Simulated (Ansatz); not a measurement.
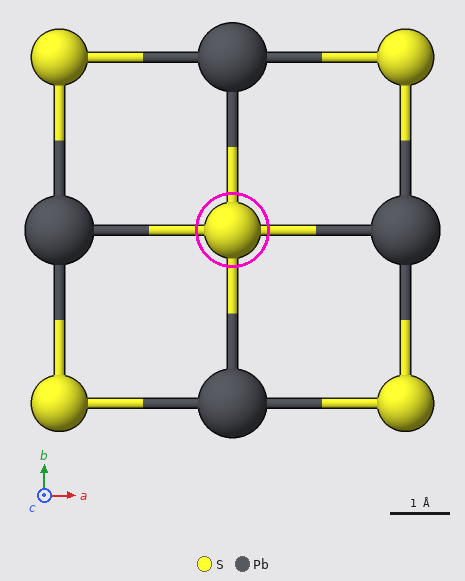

Perfect PbS. Style: ball-and-stick. Shown: the atoms within 4.6 Å of one point, in a slice 5.0 Å thick across the line of sight, along the c axis.

All numbers below come from DFT, PBEsol, PAW, plane waves in Ansatz. (plane-wave cutoff 420 eV; k-point mesh 1 × 1 × 1; mesh shifted by (0.25, 0.25, 0.25); collinear spin) Fermi-Dirac smearing of 0.01 eV. A uniform background neutralises the charged cell. The axes drawn are those of the host's conventional cell.

A sulfur atom is replaced by lead at the ringed place, in charge state +2. The supercell has 64 sites, and the atoms are relaxed at the host's cell.

Question: How do the neighbours respond?

Answer: In the host the S atom has 6 Pb at 2.95 Å; the Pb atom ends with 6 Pb at 3.12 to 3.13 Å. Of the host's atoms, a lead atom moves furthest from its site, by 0.19 Å. The cell's net moment is 2.00 μB.

The relaxed defect, seen from the same direction:

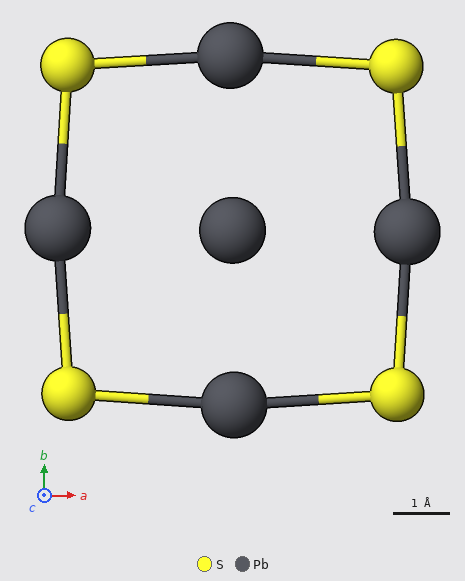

Limits of the set-up: the cell is charged, on a uniform background, and energies carry no finite-size correction.
